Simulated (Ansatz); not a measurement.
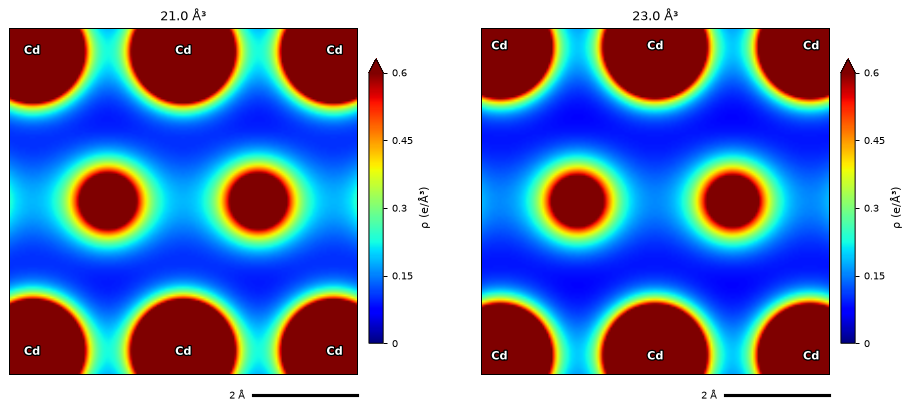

Cd. The valence charge density (pseudo) of cells scaled evenly to different volumes (given per atom above each panel), on the (010) plane of each (indices in the axes of the cell below), at one length scale and on one colour scale.

A structure from a database of computed crystals, not necessarily the ambient phase.

Computed with DFT, PBEsol, PAW with Ansatz's default frozen-core files, scalar-relativistic in Ansatz 0.2.0.

The largest cell:

```yaml
crystal:
  lattice:
    - [2.98777, 0.00000, 0.00000]
    - [-1.49388, 2.58748, 0.00000]
    - [0.00000, 0.00000, 5.94421]
  atoms:
    - { symbol: Cd, position: [0.33333, 0.66667, 0.25000] }
    - { symbol: Cd, position: [0.66667, 0.33333, 0.75000] }
```

| volume (Å³/atom) | Cd–Cd contact in the plane (Å) | ρ at its midpoint (e/Å³) | pressure (GPa) | 
| --- | --- | --- | --- |
| 20.98 | 2.899 | 0.228 | 1.3 | 
| 21.64 | 2.929 | ? | ? | 
| 22.98 | 2.988 | 0.196 | −3.5 | 

Question: What values belong in the row with question marks?

Answer: Over the known rows ln ρ falls by 1.70 per Å of Cd–Cd distance (the line through the two), which gives 0.217 e/Å³ at 2.929 Å; the calculation gives 0.216 e/Å³. For the pressure, a straight line in volume between the neighbouring rows gives −0.3 GPa; the calculation gives −0.6, lower because pressure rises ever faster on compression.
